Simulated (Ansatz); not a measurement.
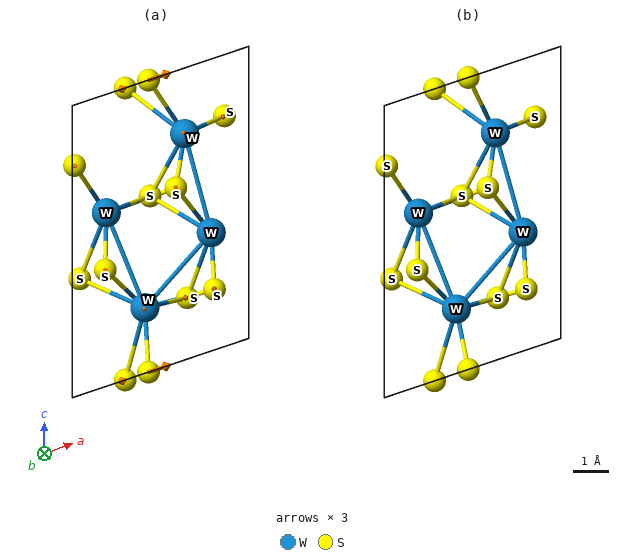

The structure of a defect cell of composition W2S5 (cell charge −2) (coarse preliminary run) before (left) and after (right) a relaxation, at one scale. The orange arrows give the displacements, 3 times their true length.

The picture is a ball-and-stick view of the cell of the calculation, seen along the b axis.

Case: W vacancy (site a), charge -2, atoms relaxed at the host's cell.

Computed with DFT PBE, scalar-relativistic, plane waves, PAW in Ansatz. Settings: plane-wave cutoff 420 eV; k-point mesh 1 × 1 × 1; occupations gaussian; smearing width 0.01 eV; collinear spin; atoms relaxed in a fixed cell; force threshold 0.025 eV/Å; at most 45 steps.

Question: Describe what moved and what it gained.

Answer: The largest move is that of an S atom, 0.29 Å along [3 −2 0]. By element the largest moves are S 0.29 Å, W 0.04 Å. The cell doesn't change. Among the contacts that change: W–W 2.951 → 3.002 Å, S–W 2.408 → 2.456 Å, S–W 2.413 → 2.387 Å, S–W 2.418 → 2.442 Å. Among the angles between lasting bonds that change: W–S–W 96.2° → 91.5°. Over 8 accepted moves (10 points after the start) the energy falls by 0.156 eV per cell of the calculation. The largest force component goes from 0.76 to 0.019 eV/Å. The line search rejected the trial steps at points 1, 8 of the run. The program noted that the starting moments weren't kept. The run took 25 s on 4 threads of Arm Neoverse V2, with other jobs on the host, peak memory 0.52 GiB.

Limits of the set-up: the periodic images lie only 5.5 Å apart, so the values are limited by the cell's size; the cell is charged, on a uniform background, and energies carry no finite-size correction.
